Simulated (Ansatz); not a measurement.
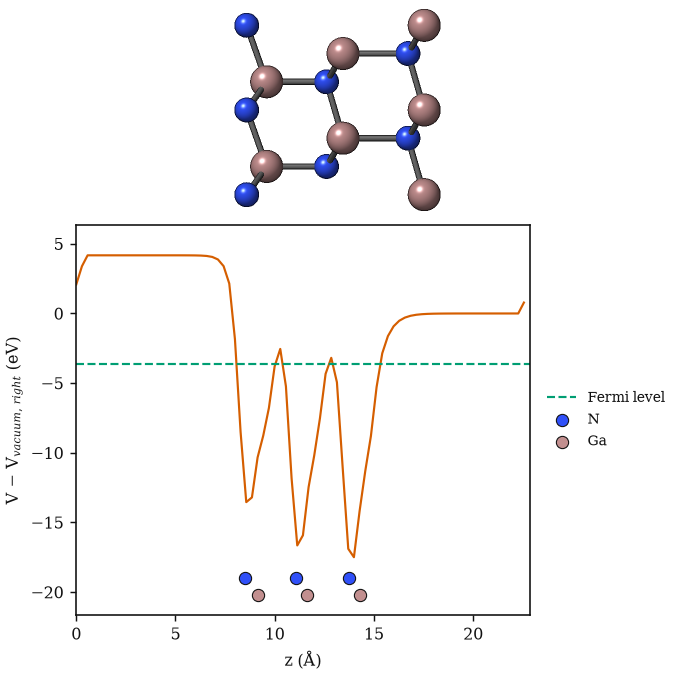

Plane-averaged electrostatic potential energy of an electron across the slab; circles at the bottom mark the heights of the atoms (positions after relaxation). The structure is drawn too.

Structure: a (111) slab cut from GaN (F-43m), ended by Ga above and N below, 6 atoms in the cell.

Computed with Ansatz: DFT PBEsol, scalar-relativistic, plane waves, PAW, no spin polarisation, 9×9×1 k mesh, 420 eV cutoff, Gaussian smearing of 0.05 eV.

What is the work function?

Answer. The work function is 3.60 eV at the right face and 7.78 eV at the left.

Do the two faces differ, and what does that say about the slab's dipole?

Answer. The vacuum level is 4.17 eV higher at the left than at the right, so the slab carries a dipole along its normal; the ramp in the vacuum, at or near the edge of the plot, is the dipole correction that keeps each side flat. Some atoms were held fixed in the relaxation, which can itself make the faces differ.

How thick are slab and vacuum?

Answer. The outermost atoms are 5.8 Å apart, which leaves 17.1 Å of vacuum in a cell 22.8 Å high.
